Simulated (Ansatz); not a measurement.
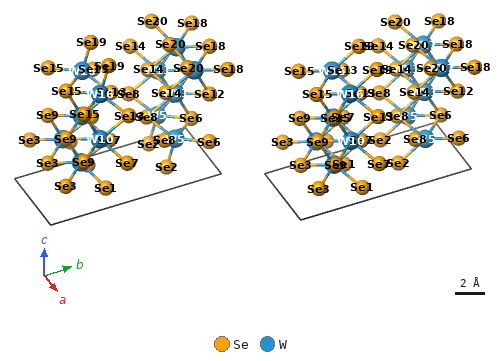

Two geometries of a slab of composition W$_{3}$Se$_{7}$ (cut from the P6_3/mmc phase), drawn at one scale. One is the start of a relaxation, the other its converged end. Style: ball-and-stick. Shown: the 2 × 1 repeat of the cell, outlined in the plane, without the vacuum (origin shifted), from a free direction.

All numbers below come from DFT PBEsol, scalar-relativistic, plane waves, PAW (Ansatz). Settings: plane-wave cutoff 420 eV; k-point mesh 8 × 2 × 1; occupations gaussian; smearing width 0.05 eV; no spin polarisation; dipole correction; atoms relaxed in a fixed cell; force threshold 0.02 eV/Å; at most 60 steps.

Q: Which one is relaxed?

A: The left one is the relaxed one. Case: (1 0 1) slab, atoms relaxed. The slab is the (1 0 1) face of WSe2. Over 12 accepted moves (13 points after the start) the energy falls by 2.544 eV per cell of the calculation. The largest force component goes from 2.4 to 0.011 eV/Å. The line search rejected the trial step at point 11 of the run. The largest moves relative to the layer's centre, 1.52 Å, are those of Se atoms. Largest moves by element: Se 1.52 Å, W 0.35 Å. The cell doesn't change. Among the contacts that change: Se–Se 3.271 → 3.825 Å, Se–Se 3.770 → 3.352 Å, Se–W 2.524 → 2.272 Å, W–W 3.271 → 3.139 Å. Bond angles that change, for instance: Se–W–Se 136.1° → 108.1°, Se–W–Se 80.8° → 106.4°, Se–W–Se 136.1° → 145.5°.
